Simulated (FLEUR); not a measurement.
**Energy of CdS along an even scaling of the cell**

System: CdS (F-43m, 2 atoms in the cell).
Method: Kohn-Sham DFT of a periodic cell, WC, all-electron, no spin polarisation (FLEUR MaX-R8.1 (later development tree)).

The 5 runs differ only in the geometry, by an even scaling of the cell at fixed fractional positions. The structure derives from an entry of the Crystallography Open Database.

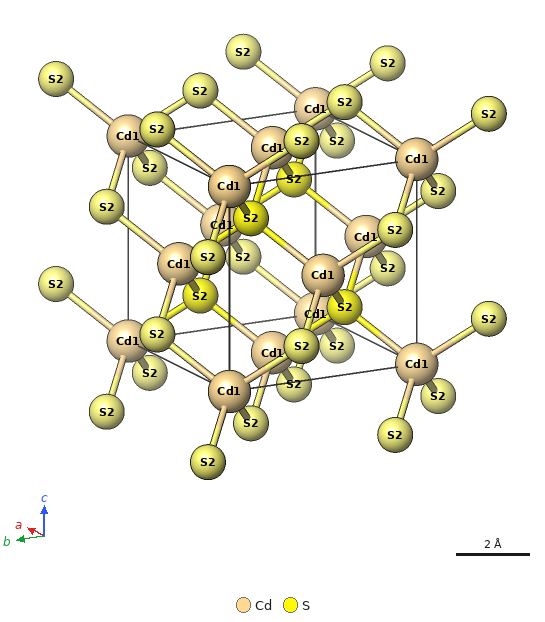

Figure 1. The structure of run 3 (ball-and-stick view of the cell 4 times as large as that of the calculation, set on its symmetry axes, seen at an oblique angle; neighbours outside the cell are drawn fainter; atoms are numbered from 1 in the order of the input).

## Input of run 3
```
<?xml version="1.0" encoding="UTF-8" standalone="no"?>
<fleurInput fleurInputVersion="0.39">
   <comment>
      CdS                                                                                                 
   </comment>
   <calculationSetup>
      <cutoffs Kmax="5.33" Gmax="16.5" GmaxXC="16.5" numbands="0"/>
      <scfLoop itmax="60" minDistance="0.00001" maxIterBroyd="15" imix="Anderson" alpha="0.05" precondParam="0.0" spinf="2.0" sdNocoIR="T"/>
      <coreElectrons ctail="T" frcor="F" kcrel="0" coretail_lmax="0"/>
      <xcFunctional name="wc" relativisticCorrections="F"/>
      <magnetism jspins="1"/>
      <soc l_soc="F" theta="0.0" phi="0.0" spav="F"/>
      <expertModes spex="0" secvar="F"/>
      <geometryOptimization l_f="F" forcealpha="1.0" forcemix="BFGS" epsdisp="0.00001" epsforce="0.00001"/>
      <ldaU l_linMix="F" mixParam="0.05" spinf="1.0"/>
   </calculationSetup>
   <cell>
      <bzIntegration valenceElectrons="26.0" mode="hist" fermiSmearingEnergy="0.00183747">
         <kPointListSelection listName="default-1"/>
         <!-- k-points included here -->
         <xi:include xmlns:xi="http://www.w3.org/2001/XInclude" href="kpts.xml"> </xi:include>
      </bzIntegration>
      <!-- symmetry operations included here -->
      <xi:include xmlns:xi="http://www.w3.org/2001/XInclude" href="sym.xml"> </xi:include>
      <bulkLattice scale="1.0000000000">
         <bravaisMatrix>
            <row-1>    0.0000000000000000     5.5113862423958997     5.5113862423958997</row-1>
            <row-2>    5.5113862423958997     0.0000000000000000     5.5113862423958997</row-2>
            <row-3>    5.5113862423958997     5.5113862423958997     0.0000000000000000</row-3>
         </bravaisMatrix>
      </bulkLattice>
   </cell>
   <atomSpecies>
      <species name="Cadmium (Cd)" element="Cd" atomicNumber="48">
         <mtSphere radius="2.45" gridPoints="837" logIncrement="0.015"/>
         <atomicCutoffs lmax="10" lnonsphr="8"/>
         <electronConfig flipSpins="F">
            <coreConfig>(1s1/2) (2s1/2) (2p1/2) (2p3/2) (3s1/2) (3p1/2) (3p3/2) (3d3/2) (3d5/2)</coreConfig>
            <valenceConfig>(4s1/2) (4p1/2) (4p3/2) (5s1/2) (4d3/2) (4d5/2)</valenceConfig>
         </electronConfig>
         <energyParameters s="5" p="5" d="4" f="4"/>
         <lo type="SCLO" l="0" n="4" eDeriv="0"/>
         <lo type="SCLO" l="1" n="4" eDeriv="0"/>
         <lo type="SCLO" l="1" n="4" eDeriv="1"/>
         <lo type="SCLO" l="2" n="4" eDeriv="2"/>
         <lo type="SCLO" l="3" n="4" eDeriv="2"/>
      </species>
      <species name="Sulfur (S)" element="S" atomicNumber="16">
         <mtSphere radius="1.84" gridPoints="625" logIncrement="0.018"/>
         <atomicCutoffs lmax="8" lnonsphr="6"/>
         <electronConfig flipSpins="F">
            <coreConfig>(1s1/2) (2s1/2) (2p1/2) (2p3/2)</coreConfig>
            <valenceConfig>(3s1/2) (3p1/2) (3p3/2)</valenceConfig>
            <stateOccupation state="(3p1/2)" spinUp="0.666667" spinDown="0.666667"/>
            <stateOccupation state="(3p3/2)" spinUp="1.333333" spinDown="1.333333"/>
         </electronConfig>
         <energyParameters s="3" p="3" d="3" f="4"/>
         <lo type="SCLO" l="0" n="3" eDeriv="2"/>
         <lo type="SCLO" l="1" n="3" eDeriv="2"/>
         <lo type="SCLO" l="2" n="3" eDeriv="2"/>
         <lo type="SCLO" l="3" n="4" eDeriv="2"/>
      </species>
   </atomSpecies>
   <atomGroups>
      <atomGroup species="Cadmium (Cd)">
         <relPos label="                   1">.0000000000 .0000000000 .0000000000</relPos>
         <force calculate="T" relaxXYZ="TTT"/>
      </atomGroup>
      <atomGroup species="Sulfur (S)">
         <relPos label="                   2">-1.000/4.000 -1.000/4.000 -1.000/4.000</relPos>
         <force calculate="T" relaxXYZ="TTT"/>
      </atomGroup>
   </atomGroups>
   <output dos="F" band="F" slice="F">
      <checks vchk="F" cdinf="F"/>
      <bandDOS minEnergy="-.5*Htr" maxEnergy="0.5*Htr" sigma="0.015" storeEVData="T"/>
      <vacuumDOS vacdos="F" integ="F" star="F" nstars="0" locx1="0.0" locy1="0.0" locx2="0.0" locy2="0.0" nstm="0" tworkf="0.0"/>
      <unfoldingBand unfoldBand="F" supercellX="1" supercellY="1" supercellZ="1"/>
      <plotting iplot="0" polar="F">
         <plot TwoD="T" vec1="  1.0  0.0  0.0" vec2="  0.0  1.0  0.0" vec3="  0.0  0.0  1.0" zero="  0.0  0.0  0.0" file="plot"/>
      </plotting>
      <chargeDensitySlicing numkpt="0" minEigenval="0.0" maxEigenval="0.0" nnne="0" pallst="F"/>
      <specialOutput eonly="F"/>
      <moessbauerParams electricFieldGradient="T" isomerShift="T" coreHyperfine="T" valenceHyperfine="T"/>
      <magneticCircularDichroism mcd="F" energyLo="-10.0" energyUp="0.0"/>
   </output>
  <!-- We include the file relax.xml here to enable relaxations (see documentation) -->
  <xi:include xmlns:xi="http://www.w3.org/2001/XInclude" href="relax.xml"> <xi:fallback/> </xi:include>
</fleurInput>
```

Command:
```bash
inpgen -f crystal.txt -profile fastHighL; fleur_MPI
```

Run 4 has the same physical settings and fractional positions; its lattice vectors (Å) are:
```
   0.000000    2.954879    2.954879
   2.954879    0.000000    2.954879
   2.954879    2.954879    0.000000
```

## Results, with one run withheld

| run | volume per atom (Å³) | free energy per atom, from the lowest run given (meV) | gap on the mesh (eV) |
| --- | --- | --- | --- |
| 1 | 23.319 | 17.42 | 1.10 |
| 2 | 23.815 | 7.06 | 1.06 |
| 3 | 24.808 | 0.00 | 0.98 |
| 4 | 25.800 | ? | ? |
| 5 | 26.296 | 16.79 | 0.86 |

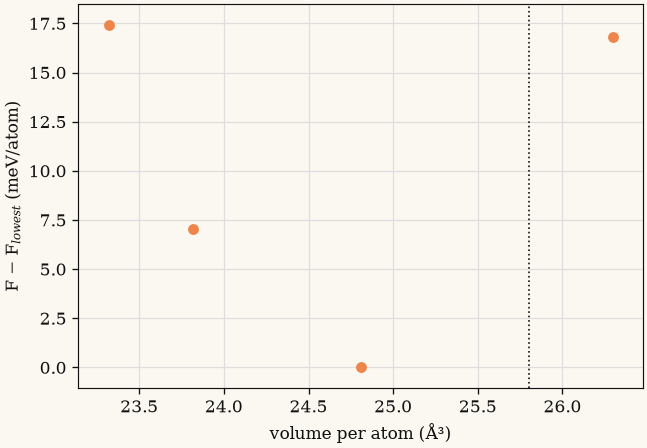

Figure 2. Free energy per atom of the runs given; the dotted line marks run 4.

What should run 4 give?

A quadratic polynomial in V^(−2/3) (the Birch–Murnaghan form), fitted to the 4 runs given, misses them by at most 0.05 meV per atom. With x = V^(−2/3) − 0.11849 Å⁻², it reads F = 0.35041 + 1126.5 x + 7.715e+05 x² (meV per atom). At run 4 it gives 7.99 meV per atom, and the run itself gives 8.07. The fit has its minimum at 24.746 Å³ per atom, where V d²F/dV² gives 61.6 GPa: the bulk modulus at this level, since symmetry fixes the shape and the positions. The gap on the mesh goes, without turning, from 1.10 eV in run 1 to 0.86 eV in run 5; run 4 has 0.90 eV. These are gaps of this functional on this mesh, which can miss the band edges; they aren't the measured gap.

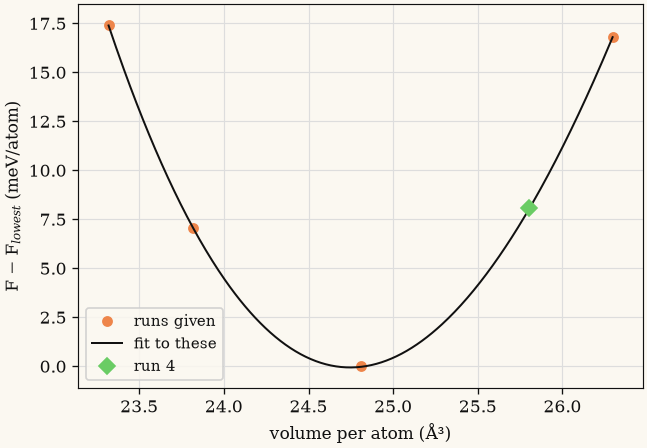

Figure 3. The fit and the withheld run.

## Output (run 4)
```
Welcome to FLEUR        (www.flapw.de)
      MaX-Release 8.1          (www.max-centre.eu)

 ========== k-point set info ==========
 Selected k-point list: default-1
 k-point list type: mesh
 8 x 8 x 8
 Number of k points: 29

 ------------Calculation Setup---------------------------
 Number of MPI-tasks      :            1
 Number of PE/node        :            1
 Number of OMP-threads    :            1
 Most efficient MPI parallelization for:
           1          29
 Additional eigenvalue parallelization possible
 Number of basis functions:          975
 Approximate size of matrices (H+S) per k-point:         0.028 GB
 --------------------------------------------------------

 Iteration:     1   Distance:       7.38903117 me/bohr^3

 Iteration:     2   Distance:       6.58209077 me/bohr^3

 Iteration:     3   Distance:       3.48643909 me/bohr^3

 Iteration:     4   Distance:       1.45114132 me/bohr^3

 Iteration:     5   Distance:       0.98781785 me/bohr^3

 Iteration:     6   Distance:       0.26222488 me/bohr^3

 Iteration:     7   Distance:       0.19038797 me/bohr^3

 Iteration:     8   Distance:       0.03056643 me/bohr^3

 Iteration:     9   Distance:       0.01064258 me/bohr^3

 Iteration:    10   Distance:       0.00314134 me/bohr^3

 Iteration:    11   Distance:       0.00044408 me/bohr^3

 Iteration:    12   Distance:       0.00044192 me/bohr^3

 Iteration:    13   Distance:       0.00004164 me/bohr^3

 Iteration:    14   Distance:       0.00000960 me/bohr^3

 ********************************************************************
 Run finished successfully
 Stop message:
   all done
 ********************************************************************
```
